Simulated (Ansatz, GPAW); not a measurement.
# A 8-layer slab of K(100): converging a work function, part 2 of 3

How do cutoff, mesh, smearing and the dipole layer change the work function of a 8-layer slab of K(100)?

GPAW 26.7.0 and Ansatz 0.2.0; Ansatz plane waves; slab in vacuum with a dipole correction, relaxation (the session's first sound run).

So far, upper work function (eV): step 2 (relaxing the atoms) 2.23.

## 3. The slab's potential

With the geometry fixed, the planar mean of the potential gives the vacuum level on each side.

This step: GPAW, PAW setups; slab in vacuum (GPAW 26.7.0).

run.py reads:

```python
import json
import numpy as np
from ase import Atoms
from gpaw import GPAW, PW

slab = Atoms(
    ['K', 'K', 'K', 'K', 'K', 'K', 'K', 'K'],
    positions=[
        [2.61500, 2.61500, 7.00000],
        [0.00000, 0.00000, 9.61500],
        [2.61500, 2.61500, 12.23000],
        [0.00000, 0.00000, 14.84500],
        [2.61500, 2.61500, 17.53127],
        [0.00000, 0.00000, 20.21225],
        [2.61500, 2.61500, 22.86592],
        [-0.00000, 0.00000, 25.58256]],
    cell=[[5.23, 0.0, 0.0], [0.0, 5.23, 0.0], [0.0, 0.0, 32.305]],
    pbc=[True, True, False])

slab.calc = GPAW(mode=PW(400), xc='PBE', kpts={'size': (6, 6, 1), 'gamma': True},
                 occupations={'name': 'fermi-dirac', 'width': 0.1}, nbands='160%',
                 convergence={'density': 1e-05}, maxiter=200,
                 poissonsolver={'dipolelayer': 'xy'},
                 symmetry={'tolerance': 1e-3}, txt='slab.txt')
result = {}
energy = slab.get_potential_energy()
fermi = slab.calc.get_fermi_level()
v = slab.calc.get_electrostatic_potential().mean((0, 1)) - fermi
n = slab.calc.get_pseudo_density().mean((0, 1))
L = slab.cell[2, 2]
z = np.arange(len(v)) * L / len(v)
low, high = slab.positions[:, 2].min(), slab.positions[:, 2].max()
below, above = np.interp([low - 4.8, high + 4.8], z, v)
slopes = [np.interp(x, z, np.gradient(v, z)) for x in (low - 4.8, high + 4.8)]
eps = np.array([[slab.calc.get_eigenvalues(k, s) for k in range(len(slab.calc.get_ibz_k_points()))]
                for s in range(slab.calc.get_number_of_spins())]) - fermi
top, bottom = eps[eps < 0].max(), eps[eps > 0].min()
dipole = slab.get_dipole_moment()[2]
print(f'energy {energy:.4f} eV, Fermi level {fermi:.4f} eV, dipole {dipole:.5f} e A')
print(f'potential 4.8 A off the faces, from the Fermi level: lower {below:.4f} eV, upper {above:.4f} eV')
print(f'slope of the potential there: lower {slopes[0]:.5f}, upper {slopes[1]:.5f} eV/A')
print(f'nearest levels on the mesh: {top:.4f} and {bottom:.4f} eV')
print('magnetic moment', round(slab.get_magnetic_moment(), 3))
result.update(energy=energy, fermi=fermi, dipole=dipole, below=below, above=above, slopes=slopes, edges=[top, bottom],
              z=z.tolist(), v=v.tolist(), n=n.tolist(), positions=slab.positions.tolist(),
              forces=slab.get_forces(apply_constraint=False).tolist(), moments=slab.get_magnetic_moments().tolist())
json.dump(result, open('result.json', 'w'))
```

The run is started by

```sh
OMP_NUM_THREADS=1 OPENBLAS_NUM_THREADS=1 python run.py
```

Output:

```text
energy -9.0070 eV, Fermi level -0.0285 eV, dipole 0.00067 e A
potential 4.8 A off the faces, from the Fermi level: lower 2.2357 eV, upper 2.2320 eV
slope of the potential there: lower -0.00793, upper 0.00781 eV/A
nearest levels on the mesh: -0.0347 and 0.0271 eV
magnetic moment 0.0
```

It took 6 min on 1 thread of Arm Neoverse V1, shared host; peak memory 0.5 GiB.

This step gave:

```
dipole along the normal                    : 6.72e-4 e·Å
levels nearest the Fermi level on the mesh : -0.03471, 0.02712 eV from the Fermi level
upper work function                        : 2.232 eV
```

The electrostatic potential energy of an electron (without an applied field's), less the Fermi level, planar mean oscillates, so the rows of the table below give means over windows of 2.69 Å about each position, cut where the curve ends. Its maxima inside the range that stand out by 2 % of the span (Å: eV): 8.3: 0.920, 10.9: 0.903, 13.6: 0.906, 16.2: 1.02, 18.8: 0.996, 21.5: 0.952, 24.2: 1.07. Its minima: 7.0: -4.81, 9.6: -4.62, 12.3: -4.61, 14.9: -4.65, 17.6: -4.64, 20.2: -4.62, 22.8: -4.61, 25.6: -4.76.

Electrostatic potential energy of an electron (without an applied field's), less the Fermi level, planar mean against z; means over each step:

```
z (Å)  electrostatic potential energy of an electron (without an applied field's), less the Fermi level, planar mean (eV)
 1.34                                                                                                                2.24
 4.04                                                                                                                2.09
 6.73                                                                                                               -1.02
 9.42                                                                                                               -1.04
12.11                                                                                                               -1.05
14.80                                                                                                               -1.04
17.48                                                                                                               -1.01
20.18                                                                                                               -1.02
22.87                                                                                                               -1.00
25.56                                                                                                               -1.06
28.25                                                                                                                2.00
30.94                                                                                                                2.23
```

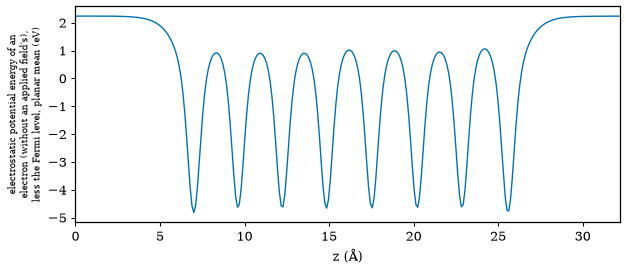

Electrostatic potential energy of an electron (without an applied field's), less the Fermi level, planar mean, plotted against z.

The pseudo valence density, planar mean oscillates, so the rows of the table below give means over windows of 2.58 Å about each position, cut where the curve ends. Its maxima inside the range that stand out by 2 % of the span (Å: e/Å³): 7.1: 0.278, 9.7: 0.285, 12.3: 0.289, 14.9: 0.291, 17.4: 0.283, 20.2: 0.290, 22.8: 0.289, 25.6: 0.287. Its minima: 8.4: 0.0265, 11.0: 0.0249, 13.6: 0.0247, 16.2: 0.0231, 19.0: 0.0235, 21.5: 0.0234, 24.1: 0.0240.

The pseudo valence density, planar mean by z; means over each step:

```
z (Å)  pseudo valence density, planar mean (e/Å³)
 1.29                                      3.1e-5
 3.87                                     0.00128
 6.45                                       0.117
 9.03                                       0.127
11.61                                       0.126
14.19                                       0.126
16.77                                       0.123
19.35                                       0.121
21.93                                       0.122
24.51                                       0.116
27.09                                      0.0411
29.67                                      3.5e-4
```

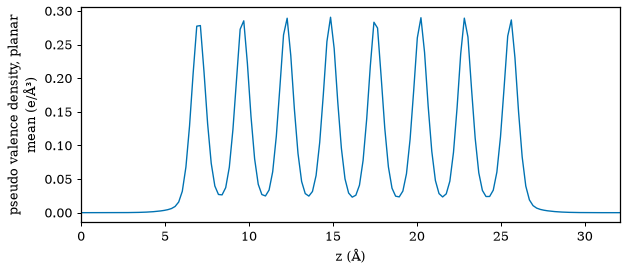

Pseudo valence density, planar mean, plotted against z.

The potential is flat to 0.008 eV/Å where it is read, so the vacuum is wide enough. The geometry is the other program's minimum; here the largest force on a free atom is 0.0015 eV/Å.

## 4. Cutoff 200

The cutoff limits how sharply the smooth valence waves can vary, which tells mostly near the atoms.

Changes to run.py since step 3:

```diff
@@ -19,3 +19,3 @@
 
-slab.calc = GPAW(mode=PW(400), xc='PBE', kpts={'size': (6, 6, 1), 'gamma': True},
+slab.calc = GPAW(mode=PW(200), xc='PBE', kpts={'size': (6, 6, 1), 'gamma': True},
                  occupations={'name': 'fermi-dirac', 'width': 0.1}, nbands='160%',
```

Output:

```text
energy -4.3412 eV, Fermi level -0.0221 eV, dipole 0.00121 e A
potential 4.8 A off the faces, from the Fermi level: lower 2.2368 eV, upper 2.2320 eV
slope of the potential there: lower -0.00803, upper 0.00807 eV/A
nearest levels on the mesh: -0.0353 and 0.0267 eV
magnetic moment 0.0
```

The job ended after 3.1 min (1 thread; peak memory 0.25 GiB).

The run finished. A setting was moved off its sound value on purpose, so it serves as a test and not as the result.

The fault put into the input: a cutoff under that of the base run: the energy of the cell lies 4.7 eV from the base value (ecut = 200).

The two runs compared:

```
                quantity  this run  sound run  difference
upper work function (eV)    2.2320     2.2320     -4.5e-5
lower work function (eV)    2.2368     2.2357     0.00107
```

## 5. Cutoff 300

The cutoff limits how sharply the smooth valence waves can vary, which tells mostly near the atoms.

Changes to run.py since step 4:

```diff
@@ -19,3 +19,3 @@
 
-slab.calc = GPAW(mode=PW(200), xc='PBE', kpts={'size': (6, 6, 1), 'gamma': True},
+slab.calc = GPAW(mode=PW(300), xc='PBE', kpts={'size': (6, 6, 1), 'gamma': True},
                  occupations={'name': 'fermi-dirac', 'width': 0.1}, nbands='160%',
```

Output:

```text
energy -7.0866 eV, Fermi level -0.0234 eV, dipole 0.00110 e A
potential 4.8 A off the faces, from the Fermi level: lower 2.2382 eV, upper 2.2332 eV
slope of the potential there: lower -0.00804, upper 0.00796 eV/A
nearest levels on the mesh: -0.0348 and 0.0271 eV
magnetic moment 0.0
```

It took 4.4 min on 1 thread; peak memory 0.37 GiB.

The run finished. A setting was moved off its sound value on purpose, so it serves as a test and not as the result.

The fault put into the input: a cutoff under that of the base run: the energy of the cell lies 1.9 eV from the base value (ecut = 300).

The two runs compared:

```csv
quantity,this run,sound run,difference
upper work function (eV),2.2332,2.2320,0.00112
lower work function (eV),2.2382,2.2357,0.00245
```

## 6. Cutoff 700: ecut = 700

The cutoff limits how sharply the smooth valence waves can vary, which tells mostly near the atoms.

Changes to run.py since step 5:

```diff
@@ -19,3 +19,3 @@
 
-slab.calc = GPAW(mode=PW(300), xc='PBE', kpts={'size': (6, 6, 1), 'gamma': True},
+slab.calc = GPAW(mode=PW(700), xc='PBE', kpts={'size': (6, 6, 1), 'gamma': True},
                  occupations={'name': 'fermi-dirac', 'width': 0.1}, nbands='160%',
```

Output:

```text
energy -9.3954 eV, Fermi level -0.0292 eV, dipole 0.00075 e A
potential 4.8 A off the faces, from the Fermi level: lower 2.2346 eV, upper 2.2303 eV
slope of the potential there: lower -0.00786, upper 0.00774 eV/A
nearest levels on the mesh: -0.0347 and 0.0270 eV
magnetic moment 0.0
```

Elapsed: 13 min, on 1 thread; peak memory 1 GiB.

This step gave:

| Item | Value |
| --- | --- |
| dipole along the normal | 7.49e-4 e·Å |
| levels nearest the Fermi level on the mesh | -0.03473, 0.02701 eV from the Fermi level |
| upper work function | 2.230 eV |
| lower work function | 2.235 eV |

The electrostatic potential energy of an electron (without an applied field's), less the Fermi level, planar mean oscillates, so the rows of the table below give means over windows of 2.67 Å about each position, cut where the curve ends. Its maxima inside the range that stand out by 2 % of the span (Å: eV): 8.3: 0.925, 10.9: 0.908, 13.6: 0.908, 16.2: 1.02, 18.9: 0.998, 21.6: 0.951, 24.2: 1.07. Its minima: 7.0: -4.80, 9.6: -4.64, 12.2: -4.63, 14.9: -4.65, 17.6: -4.53, 20.2: -4.63, 22.9: -4.63, 25.5: -4.72.

Electrostatic potential energy of an electron (without an applied field's), less the Fermi level, planar mean against z; means over each step:

| z (Å) | electrostatic potential energy of an electron (without an applied field's), less the Fermi level, planar mean (eV) |
| --- | --- |
| 1.33 | 2.24 |
| 4.00 | 2.10 |
| 6.67 | -1.01 |
| 9.34 | -1.05 |
| 12.02 | -1.07 |
| 14.68 | -1.05 |
| 17.36 | -1.03 |
| 20.02 | -1.03 |
| 22.70 | -1.02 |
| 25.37 | -1.09 |
| 28.04 | 1.92 |
| 30.70 | 2.23 |

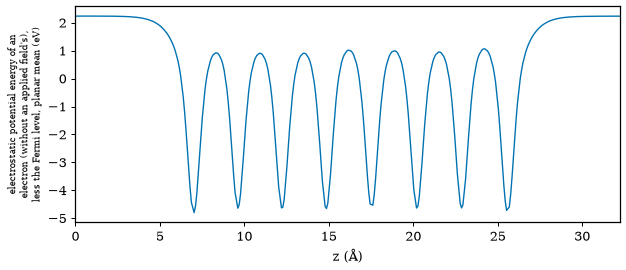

Electrostatic potential energy of an electron (without an applied field's), less the Fermi level, planar mean, plotted against z.

The pseudo valence density, planar mean oscillates, so the rows of the table below give means over windows of 2.58 Å about each position, cut where the curve ends. Its maxima inside the range that stand out by 2 % of the span (Å: e/Å³): 6.9: 0.286, 9.7: 0.285, 12.3: 0.289, 14.9: 0.291, 17.6: 0.285, 20.2: 0.291, 22.9: 0.286, 25.5: 0.285. Its minima: 8.2: 0.0260, 11.0: 0.0248, 13.6: 0.0246, 16.2: 0.0231, 18.9: 0.0229, 21.5: 0.0237, 24.2: 0.0231.

Pseudo valence density, planar mean against z; means over each step:

```csv
z (Å),"pseudo valence density, planar mean (e/Å³)"
1.29,3.0e-5
3.87,0.00127
6.45,0.117
9.03,0.127
11.61,0.126
14.19,0.126
16.77,0.123
19.35,0.122
21.93,0.122
24.51,0.116
27.09,0.0408
29.67,3.5e-4
```

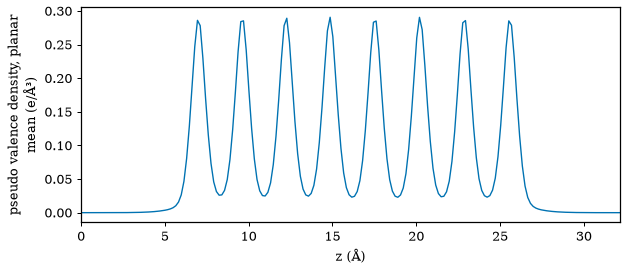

Pseudo valence density, planar mean against z.

The upper face's work function is 2.230 eV, against 2.232 eV in the first plane-wave PBE run at this geometry.

## 7. K mesh 2×2

The mesh in the plane samples the bands: a metal's Fermi level needs it dense, and band edges must lie on it.

Changes to run.py since step 6:

```diff
@@ -19,3 +19,3 @@
 
-slab.calc = GPAW(mode=PW(700), xc='PBE', kpts={'size': (6, 6, 1), 'gamma': True},
+slab.calc = GPAW(mode=PW(400), xc='PBE', kpts={'size': (2, 2, 1), 'gamma': True},
                  occupations={'name': 'fermi-dirac', 'width': 0.1}, nbands='160%',
```

Output:

```text
energy -8.5400 eV, Fermi level -0.0534 eV, dipole 0.00080 e A
potential 4.8 A off the faces, from the Fermi level: lower 2.2101 eV, upper 2.2056 eV
slope of the potential there: lower -0.00931, upper 0.00923 eV/A
nearest levels on the mesh: -0.0696 and 0.1060 eV
magnetic moment 0.0
```

The job ended after 2.1 min (1 thread; peak memory 0.37 GiB).

The run finished with changed settings (kpts = [2, 2]); it serves as a test.

The two runs compared:

| quantity | this run | sound run | difference |
| --- | --- | --- | --- |
| upper work function (eV) | 2.2056 | 2.2320 | -0.0265 |
| lower work function (eV) | 2.2101 | 2.2357 | -0.0256 |

## 8. K mesh 4×4

The mesh in the plane samples the bands: a metal's Fermi level needs it dense, and band edges must lie on it.

Changes to run.py since step 7:

```diff
@@ -19,3 +19,3 @@
 
-slab.calc = GPAW(mode=PW(400), xc='PBE', kpts={'size': (2, 2, 1), 'gamma': True},
+slab.calc = GPAW(mode=PW(400), xc='PBE', kpts={'size': (4, 4, 1), 'gamma': True},
                  occupations={'name': 'fermi-dirac', 'width': 0.1}, nbands='160%',
```

Output:

```text
energy -8.9451 eV, Fermi level -0.0711 eV, dipole 0.00069 e A
potential 4.8 A off the faces, from the Fermi level: lower 2.2523 eV, upper 2.2485 eV
slope of the potential there: lower -0.00812, upper 0.00801 eV/A
nearest levels on the mesh: -0.0383 and 0.1174 eV
magnetic moment 0.0
```

Elapsed: 3.9 min, on 1 thread; peak memory 0.43 GiB.

The run finished with changed settings (kpts = [4, 4]); it serves as a test.

Side by side:

| quantity | this run | sound run | difference |
| --- | --- | --- | --- |
| upper work function (eV) | 2.2485 | 2.2320 | 0.0165 |
| lower work function (eV) | 2.2523 | 2.2357 | 0.0166 |

## 9. K mesh 9×9: kpts = [9, 9]

The mesh in the plane samples the bands: a metal's Fermi level needs it dense, and band edges must lie on it.

Changes to run.py since step 8:

```diff
@@ -19,3 +19,3 @@
 
-slab.calc = GPAW(mode=PW(400), xc='PBE', kpts={'size': (4, 4, 1), 'gamma': True},
+slab.calc = GPAW(mode=PW(400), xc='PBE', kpts={'size': (9, 9, 1), 'gamma': True},
                  occupations={'name': 'fermi-dirac', 'width': 0.1}, nbands='160%',
```

Output:

```text
energy -8.9925 eV, Fermi level -0.0301 eV, dipole 0.00063 e A
potential 4.8 A off the faces, from the Fermi level: lower 2.2425 eV, upper 2.2391 eV
slope of the potential there: lower -0.00797, upper 0.00784 eV/A
nearest levels on the mesh: -0.0485 and 0.0102 eV
magnetic moment 0.0
```

Wall time 9.2 min (1 thread); peak memory 0.59 GiB.

This step gave:

```
dipole along the normal                    : 6.33e-4 e·Å
levels nearest the Fermi level on the mesh : -0.04850, 0.01023 eV from the Fermi level
upper work function                        : 2.239 eV
lower work function                        : 2.243 eV
```

The upper face's work function is 2.239 eV, against 2.232 eV in the first plane-wave PBE run at this geometry.

## 10. Scheme Methfessel-Paxton of order 0 (Gaussian), smearing 0.2

Smearing changes the occupations near the Fermi level, and with them the level itself. Smearing helps the SCF of a metal converge, but it blurs occupations at band edges near the Fermi level.

Changes to run.py since step 9:

```diff
@@ -19,4 +19,4 @@
 
-slab.calc = GPAW(mode=PW(400), xc='PBE', kpts={'size': (9, 9, 1), 'gamma': True},
-                 occupations={'name': 'fermi-dirac', 'width': 0.1}, nbands='160%',
+slab.calc = GPAW(mode=PW(400), xc='PBE', kpts={'size': (6, 6, 1), 'gamma': True},
+                 occupations={'name': 'methfessel-paxton', 'width': 0.2}, nbands='160%',
                  convergence={'density': 1e-05}, maxiter=200,
```

Output:

```text
energy -9.0087 eV, Fermi level -0.0216 eV, dipole 0.00073 e A
potential 4.8 A off the faces, from the Fermi level: lower 2.2208 eV, upper 2.2167 eV
slope of the potential there: lower -0.00784, upper 0.00773 eV/A
nearest levels on the mesh: -0.0378 and 0.0240 eV
magnetic moment 0.0
```

The job ended after 6 min (1 thread; peak memory 0.5 GiB).

This step gave:

| Quantity | Value |
| --- | --- |
| dipole along the normal | 7.31e-4 e·Å |
| levels nearest the Fermi level on the mesh | -0.03776, 0.02404 eV from the Fermi level |
| upper work function | 2.217 eV |
| lower work function | 2.221 eV |

The electrostatic potential energy of an electron (without an applied field's), less the Fermi level, planar mean oscillates, so the rows of the table below give means over windows of 2.69 Å about each position, cut where the curve ends. Its maxima inside the range that stand out by 2 % of the span (Å: eV): 8.3: 0.920, 10.9: 0.899, 13.6: 0.902, 16.2: 1.02, 18.8: 0.992, 21.5: 0.947, 24.2: 1.07. Its minima: 7.0: -4.82, 9.6: -4.62, 12.3: -4.61, 14.9: -4.66, 17.6: -4.65, 20.2: -4.63, 22.8: -4.61, 25.6: -4.77.

Electrostatic potential energy of an electron (without an applied field's), less the Fermi level, planar mean against z; means over each step:

```
z (Å)  electrostatic potential energy of an electron (without an applied field's), less the Fermi level, planar mean (eV)
 1.34                                                                                                                2.22
 4.04                                                                                                                2.08
 6.73                                                                                                               -1.02
 9.42                                                                                                               -1.04
12.11                                                                                                               -1.06
14.80                                                                                                               -1.04
17.48                                                                                                               -1.02
20.18                                                                                                               -1.03
22.87                                                                                                               -1.00
25.56                                                                                                               -1.06
28.25                                                                                                                1.99
30.94                                                                                                                2.22
```

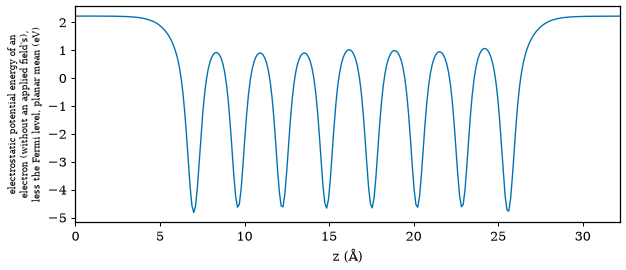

Electrostatic potential energy of an electron (without an applied field's), less the Fermi level, planar mean, plotted against z.

The upper face's work function is 2.217 eV, against 2.232 eV in the first plane-wave PBE run at this geometry.

## 11. The ladder

Times are for 1 thread of Arm Neoverse V1, shared host. The runs compared:

```
no.                                                           run  upper work function (eV)  lower work function (eV)     time  memory (GiB)
  1                                                            pw                     2.232                     2.236    6 min           0.5
  2                                                    cutoff 700                     2.230                     2.235   13 min             1
  3                                                    k mesh 9×9                     2.239                     2.243  9.2 min          0.59
  4  scheme Methfessel-Paxton of order 0 (Gaussian), smearing 0.2                     2.217                     2.221    6 min           0.5
```

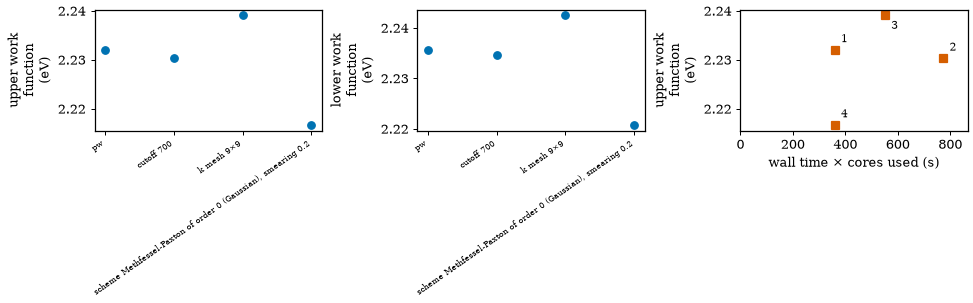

The series as plots; the last panel sets the first result against cost, with the runs numbered as in the table.

(Continued in part 3 of 3.)

[Logs are printed without paths, hosts, clocks, repeated set-up lines and the standing remarks that a program may print on its own settings, such as how far it seeks lower states.]

[Hosts, paths, dates, database ids (printed as entryN), source tags and the programs' standing remarks are cut or masked in the printed files.]
